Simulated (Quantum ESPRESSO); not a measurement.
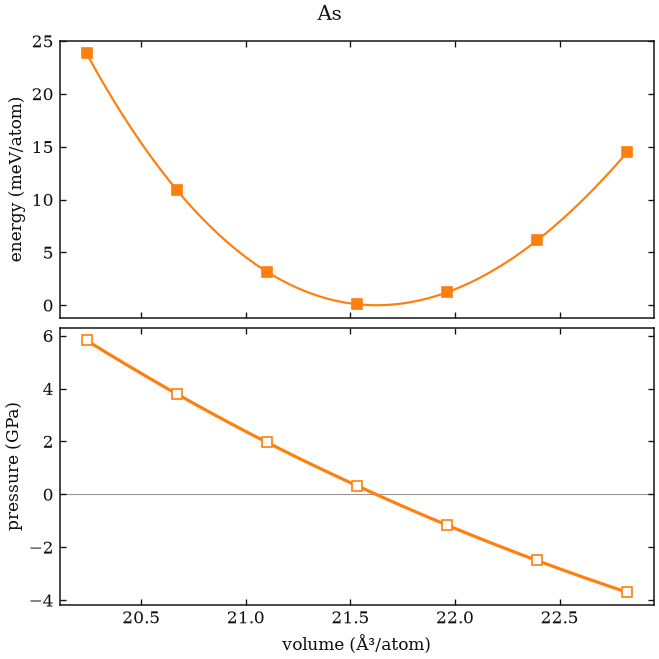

The picture above shows the energy and pressure against volume for As, space group R-3m (No. 166).

The given structure:
```cif
data_structure
_symmetry_space_group_name_H-M 'P 1'
_symmetry_Int_Tables_number 1
_cell_length_a 4.1310
_cell_length_b 4.1310
_cell_length_c 4.1310
_cell_angle_alpha 54.167
_cell_angle_beta 54.167
_cell_angle_gamma 54.167
_cell_volume 43.06
loop_
_atom_site_label
_atom_site_type_symbol
_atom_site_fract_x
_atom_site_fract_y
_atom_site_fract_z
_atom_site_occupancy
As1 As 0.22600 0.22600 0.22600 1
As2 As 0.77400 0.77400 0.77400 1
```

How it was computed, with Quantum ESPRESSO 7.5: plane-wave DFT, no spin polarisation; energies at scaled volumes of the given cell, shape and fractions fixed, counted from the fit's minimum, third-order Birch-Murnaghan fit. Level: PBEsol.

```tsv
setting	value
k mesh	9×9×9
occupations	Fermi–Dirac
smearing width	0.05 eV
potentials	PseudoDojo 0.4.1 SR PBEsol standard
wave cutoff	1143 eV
density cutoff	4572 eV
```

Q: Give the fitted equation-of-state parameters.

A: A third-order Birch–Murnaghan fit gives V0 = 21.62 Å³/atom, B0 = 76.7 GPa and B′ = 4.2.

Q: What does the pressure do across the range?

A: It falls from 5.82 GPa at volume 20.24 Å³/atom to −3.70 GPa at 22.82 Å³/atom, and changes sign near 21.63 Å³/atom.

Note: shape and atomic fractions are frozen while scaling, which makes layered, chain and framework solids too stiff.
